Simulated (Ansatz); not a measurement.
**Energy of CoO along an even scaling of the cell**

System: CoO (2 atoms in the cell).
Method: Kohn-Sham DFT of a periodic cell, PBE, all-electron LAPW, scalar-relativistic, spin-polarised (Ansatz 0.2.0).

The 6 runs differ only in the geometry, by an even scaling of the cell at fixed fractional positions. The structure derives from an entry of the Crystallography Open Database.

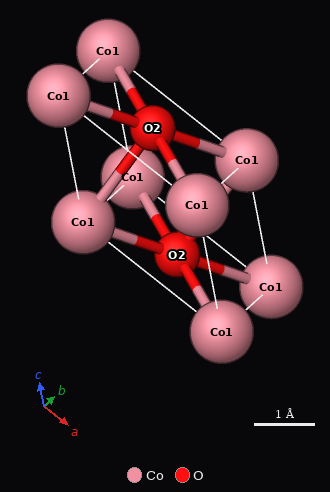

Figure 1. The structure of run 4 (ball-and-stick view of the cell of the calculation, seen slightly off an axis; atoms are numbered from 1 in the order of the input). An atom can appear more than once, as a periodic image.

**Input of run 4**
```yaml
crystal:
  lattice:
    - [-1.508, 1.508, 2.1072475377]
    - [1.508, -1.508, 2.1072475377]
    - [1.508, 1.508, -2.1072475377]
  atoms:
    - { symbol: Co, position: [0.0, 0.0, 0.0], spin: 2.0 }
    - { symbol: O, position: [0.5, 0.5, 0.0] }
kpoints:
  mp_grid: { grid: [12, 12, 12] }
scf:
  occupations: { method: fermi_dirac, width: 0.05 }
hamiltonian:
  xc: pbe
  pseudopotentials: { kind: all_electron, lapw: { basis_error: 0.0005 } }
magnetization:
  spin_polarized: true
output:
  forces: true
  stress: true
  eigenvalues: true
```

Command:
```bash
ansatz run input.yaml --threads 2 --pin off --max-ram 6144MiB --backend cpu --events-out ev --progress --plain --runs-dir out
```

Run 5 differs from it as follows:
```diff
-    - [-1.508, 1.508, 2.1072475377]
-    - [1.508, -1.508, 2.1072475377]
-    - [1.508, 1.508, -2.1072475377]
+    - [-1.517987046, 1.517987046, 2.1212032261]
+    - [1.517987046, -1.517987046, 2.1212032261]
+    - [1.517987046, 1.517987046, -2.1212032261]
```

**Results, with one run withheld**

| run | volume per atom (Å³) | free energy per atom, from the lowest run given (meV) | pressure (GPa) |
| --- | --- | --- | --- |
| 1 | 9.009 | 18.78 | 10.55 |
| 2 | 9.201 | 8.28 | 7.02 |
| 3 | 9.392 | 2.02 | 3.45 |
| 4 | 9.584 | 0.00 | −0.04 |
| 5 | 9.776 | ? | ? |
| 6 | 9.967 | 7.88 | −6.39 |

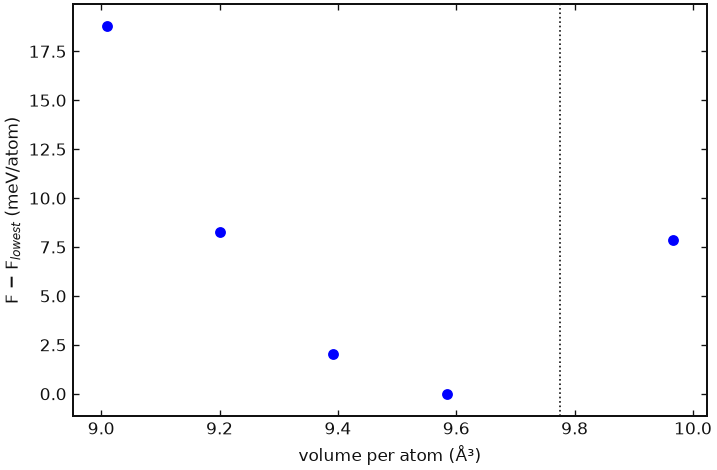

Figure 2. Free energy per atom of the runs given; the dotted line marks run 5.

Fit the runs given and predict run 5.

A cubic polynomial in V^(−2/3) (the Birch–Murnaghan form), fitted to the 5 runs given, misses them by at most 0.03 meV per atom. With x = V^(−2/3) − 0.22418 Å⁻², it reads F = 1.4683 + 1150.6 x + 2.1854e+05 x² − 1.7812e+06 x³ (meV per atom). At run 5 it gives 1.99 meV per atom, and the run itself gives 2.04. The slope of the fit gives a pressure −dF/dV of −3.33 GPa there, and the run prints −3.33 GPa. The fit has its minimum at 9.584 Å³ per atom, where V d²F/dV² gives 169 GPa. Cell shape and fractional positions are held, so this is the stiffness under even scaling; the relaxed bulk modulus wasn't computed.

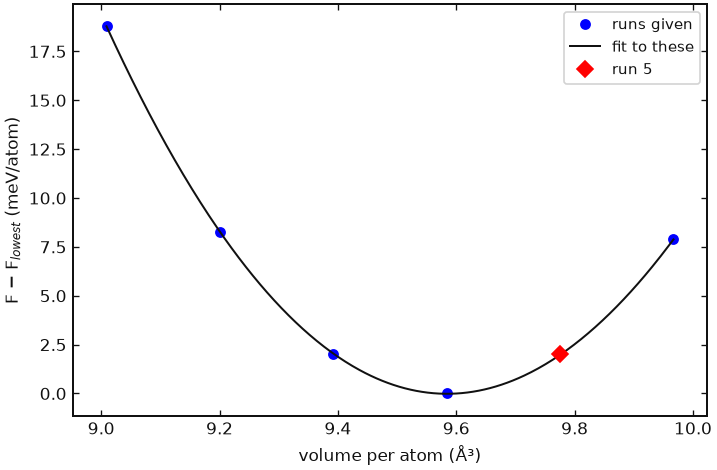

Figure 3. The fit and the withheld run.

**Output, shortened to warnings, some set-up lines, iterations and results (run 5)**
```
Basis set: ecut = 392.2597231783939 eV, 331 PW (Γ), exchange–correlation at level 2
Symmetry: 16 space group operations
k-points: 163 of 1728
Initial density: superposition of atomic densities (chi_scale 0.1, normalization cell, long waves kept (reshape's long-wave potential 0.00 eV rms))
[...]
SCF iter   1: F=—  HF=-39965.339084 eV  |F-HF|=—  |Δ(HF+E_count)|=         —  Δρ=6.15e-2 (↑5.68e-2 ↓6.15e-2)  dr2=1.68e0  dr2_m=2.77e-1  M=3.000 μB ∫|m|=3.002 μB  β_m=0.30  …
SCF iter   2: F=—  HF=-39964.523391 eV  |F-HF|=—  |Δ(HF+E_count)|=   8.16e-1  Δρ=3.48e-2 (↑3.48e-2 ↓3.05e-2)  dr2=3.67e-1  dr2_m=1.20e-1  M=2.994 μB ∫|m|=2.996 μB  β_m=0.46  …
SCF iter   3: F=—  HF=-39964.568661 eV  |F-HF|=—  |Δ(HF+E_count)|=   4.53e-2  Δρ=2.02e-2 (↑1.82e-2 ↓2.02e-2)  dr2=2.65e-1  dr2_m=1.68e-2  M=3.000 μB ∫|m|=3.008 μB  β_m=0.48  …
SCF iter   4: F=—  HF=-39964.503012 eV  |F-HF|=—  |Δ(HF+E_count)|=         —  Δρ=5.89e-3 (↑3.53e-3 ↓5.89e-3)  dr2=4.26e-3  dr2_m=2.66e-3  M=2.933 μB ∫|m|=2.945 μB  β_m=0.48  …
SCF iter   5: F=—  HF=-39964.509826 eV  |F-HF|=—  |Δ(HF+E_count)|=   6.81e-3  Δρ=3.80e-3 (↑3.80e-3 ↓2.84e-3)  dr2=1.03e-2  dr2_m=1.86e-4  M=2.973 μB ∫|m|=2.987 μB  β_m=0.42  …
[... 5 lines ...]
SCF iter  11: F=—  HF=-39964.504491 eV  |F-HF|=—  |Δ(HF+E_count)|=   2.19e-5  Δρ=3.64e-5 (↑2.84e-5 ↓3.64e-5)  dr2=1.62e-7  dr2_m=1.54e-7  M=2.949 μB ∫|m|=2.965 μB  β_m=0.81  …
SCF iter  12: F=—  HF=-39964.504491 eV  |F-HF|=—  |Δ(HF+E_count)|=   1.95e-7  Δρ=1.63e-5 (↑1.26e-5 ↓1.63e-5)  dr2=3.87e-8  dr2_m=2.92e-8  M=2.949 μB ∫|m|=2.965 μB  β_m=0.91  …
SCF iter  13: F=—  HF=-39964.504491 eV  |F-HF|=—  |Δ(HF+E_count)|=   1.87e-7  Δρ=1.68e-6 (↑1.68e-6 ↓1.54e-6)  dr2=6.70e-10  dr2_m=3.28e-10  M=2.949 μB ∫|m|=2.965 μB  β_m=0.95 …
SCF iter  14: F=-39964.504491 eV  HF=-39964.504491 eV  |F-HF|=5.09e-11  |Δ(HF+E_count)|=  3.57e-10  Δρ=1.76e-7 (↑1.37e-7 ↓1.76e-7)  dr2=1.57e-11  dr2_m=9.40e-13  M=2.949 μB …
SCF 1 converged in 14 iterations: F = -39964.504491 eV  dr2 = 1.57e-11
SCF converged after 14 iterations
Magnetization: 2.9492 μB (13.9746 up, 11.0254 down)
Absolute magnetization: 2.9646 μB (∫|ρ↑−ρ↓|)
Spin contamination: 0.0075 ħ² per cell (⟨S²⟩ above its minimum at these occupations)
Per-site moments (μB) at R_I (Å): [(2.6041980371419644, 1.1575154390521911), (0.3231491012027301, 0.963687755439418)]
Free energy (F): -39964.504491 eV
Harris-Foulkes:  -39964.504491 eV  (|F-HF|=5.09e-11)
Internal energy: -39964.470707 eV  (E = F + TS)
E sigma→0 (E₀):  -39964.487599 eV
Entropy (-TS):   -0.033784 eV (-16.892 meV/atom)
Fermi energy:    13.896716 eV
--- Per-component energies (eV) ---
  E_band       = -1289.605236
  E_kinetic    = 40523.896984
  E_xc         = -1857.385947
  E_electrostatic = -78630.981744  (all electrons and nuclei)
  E_smearing   = -0.033784  (= −TS)
  E_closure    = 0.000000  (closes the sum)
  E_atoms      = -39950.192766  (free atoms, spherical and without spin; not in F)
  Σ components = -39964.504491   (vs F -39964.504491, Δ=0.00e0)
  Basis errors (estimates in eV, not in F): energy 1.9e-4 per atom: plane waves 1.7e-4 (9.4e-5 summed), levels above the bands 2.2e-135, relativity 1.1e-8, radial functions 2.5e-5, core shells 8.5e-9; eigenvalues (radial functions only) 1.2e-5; not estimated: angular momenta, meshes, grids; target …
--- Forces (eV/Å), atoms counted from 1 ---
  atom   1  Co    -0.00000000     0.00000000    -0.00000000
  atom   2  O     -0.00000000    -0.00000000    -0.00000000
  max |Σ_I F_I| component: 1.38e-30 eV/Å
--- Stress (GPa, compression-positive) ---
       -3.224372      -0.000000      -0.000000
       -0.000000      -3.224372       0.000000
       -0.000000       0.000000      -3.551742
  P = ⅓ Tr σ = -3.3335 GPa (-33.335 kbar)
```
